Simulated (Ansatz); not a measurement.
This input was run:

```
crystal:
  lattice:
    - [3.9969678651, 0.0, 0.0]
    - [-1.9984839326, 3.4614757093, 0.0]
    - [0.0, 0.0, 6.5963651324]
  atoms:
    - { symbol: Ge, position: [0.6666666667, 0.3333333333, 0.0629118564] }
    - { symbol: Ge, position: [0.3333333333, 0.6666666667, 0.5629118564] }
    - { symbol: Ge, position: [0.6666666667, 0.3333333333, 0.4370881436] }
    - { symbol: Ge, position: [0.3333333333, 0.6666666667, 0.9370881436] }
basis:
  ecutwfc: 420
kpoints:
  mp_grid: { grid: [12, 12, 6] }
  band_path:
    path:
      - [[0.0, 0.0, 0.0], [0.5, 0.0, 0.0], [0.33333333, 0.33333333, 0.0], [0.0, 0.0, 0.0], [0.0, 0.0, 0.5], [0.5, 0.0, 0.5], [0.33333333, 0.33333333, 0.5], [0.0, 0.0, 0.5]]
      - [[0.5, 0.0, 0.5], [0.5, 0.0, 0.0]]
      - [[0.33333333, 0.33333333, 0.5], [0.33333333, 0.33333333, 0.0]]
    npoints: 14
hamiltonian:
  xc: pbesol
scf:
  occupations: { method: gaussian, width: 0.1 }
  n_extra_bands: 10
output:
  forces: true
  stress: true
  eigenvalues: true
  populations: true
  dos: { projected: true, de: 0.02, nscf_kmesh: { grid: [18, 18, 9] } }
  bader: true
  write_density: true
  write_potential: true
  elf: true
  volumetric_format: npy
```

Run as:
```bash
ansatz run input.yaml --threads 1 --pin off --max-ram 2560MiB --backend cpu --events-out ev --progress --plain --runs-dir out
```

What does the calculation give for the electronic structure? The path is Γ–M–K–Γ–A–L–H–A|L–M|H–K.

A metal: bands cross the Fermi level along this path. The last band that the electron count would fill rises to 0.09 eV above the Fermi level between Γ and A, leaving holes there, and the next band dips to 0.06 eV below it between Γ and A, holding electrons: an overlap of 0.15 eV, small enough to call it a semimetal. At H the nearest levels lie 2.05 eV below and 1.18 eV above the Fermi level.

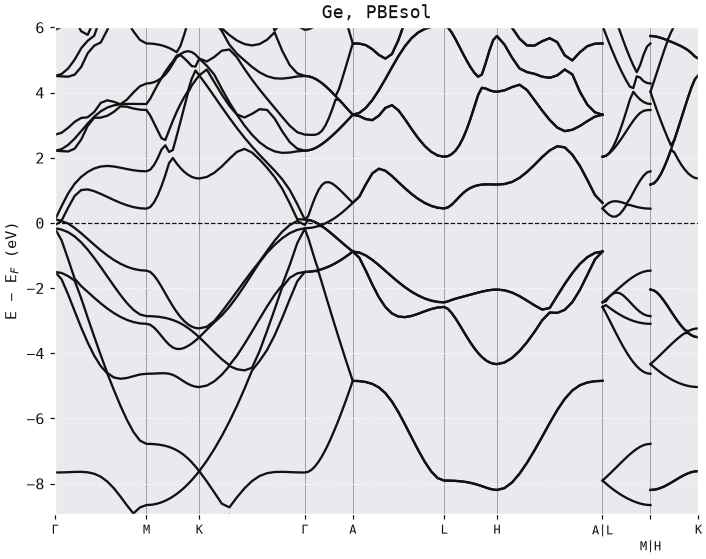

Band structure. Energies are counted from the Fermi level.
